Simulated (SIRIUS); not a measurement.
AlRu

The calculation's input:

```
{
  "control": {
    "processing_unit": "cpu",
    "std_evp_solver_name": "lapack",
    "gen_evp_solver_name": "lapack",
    "verbosity": 2,
    "print_forces": true,
    "ortho_rf": true,
    "use_second_variation": true,
    "rmt_max": 3.0,
    "num_bands_to_print": 23,
    "save_wf": true
  },
  "parameters": {
    "electronic_structure_method": "full_potential_lapwlo",
    "xc_functionals": ["XC_GGA_X_PBE", "XC_GGA_C_PBE"],
    "core_relativity": "dirac",
    "valence_relativity": "iora",
    "num_fv_states": 23,
    "smearing": "fermi_dirac",
    "smearing_width": 0.0018374661,
    "pw_cutoff": 20,
    "gk_cutoff": 3.65,
    "lmax_apw": 10,
    "lmax_rho": 8,
    "lmax_pot": 8,
    "num_mag_dims": 0,
    "auto_rmt": 0,
    "ngridk": [9, 9, 9],
    "shiftk": [0, 0, 0],
    "num_dft_iter": 80,
    "energy_tol": 1e-07,
    "density_tol": 1e-05,
    "use_symmetry": true
  },
  "settings": {"tol_ne": 1e-10},
  "iterative_solver": {"type": "exact"},
  "mixer": {"type": "anderson", "beta": 0.5, "max_history": 8},
  "unit_cell": {
    "lattice_vectors": [[5.6533046744, 0.0, 0.0], [0.0, 5.6533046744, 0.0], [0.0, 0.0, 5.6533046744]],
    "atom_types": ["Al", "Ru"],
    "atom_files": {"Al": "Al.json", "Ru": "Ru.json"},
    "atoms": {"Al": [[-0.004324, -0.00883, 0.010019]], "Ru": [[0.497003, 0.511017, 0.487802]]}
  }
}
```

Run with:

```sh
OMP_NUM_THREADS=1 sirius.scf --input=sirius_start.json --output=start.json
OMP_NUM_THREADS=1 sirius.scf --input=sirius.json --output=output.json --task=1
```

Below, planes, directions and counts refer to the standardised cell (a = 2.99 Å, b = 4.23 Å, c = 4.23 Å, α = 90.00°, β = 90.00°, γ = 90.00°).

Space group Pm; not relaxed (largest force 0.7 eV/Å).

Theory: SIRIUS 7.12.0, Kohn-Sham DFT of a periodic cell, PBE, all-electron FP-LAPW.

Question: What can the converged electron density tell about the bonding?

Answer: Al–Ru (2.60 Å): ρ is about 0.35 e/Å³ halfway, with its minimum of 0.28 e/Å³ about 0.9 Å from Al.

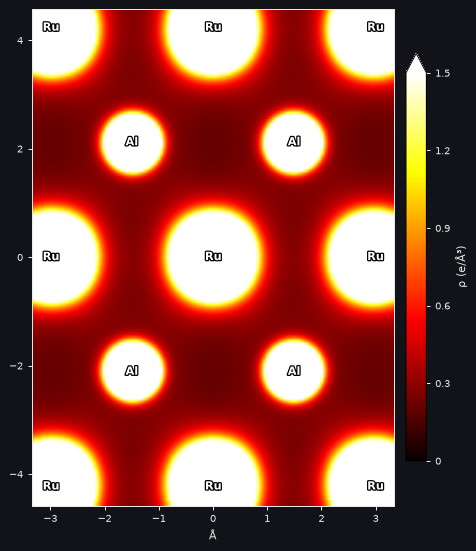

Computed electron density on the (001) plane of the standardised cell. 
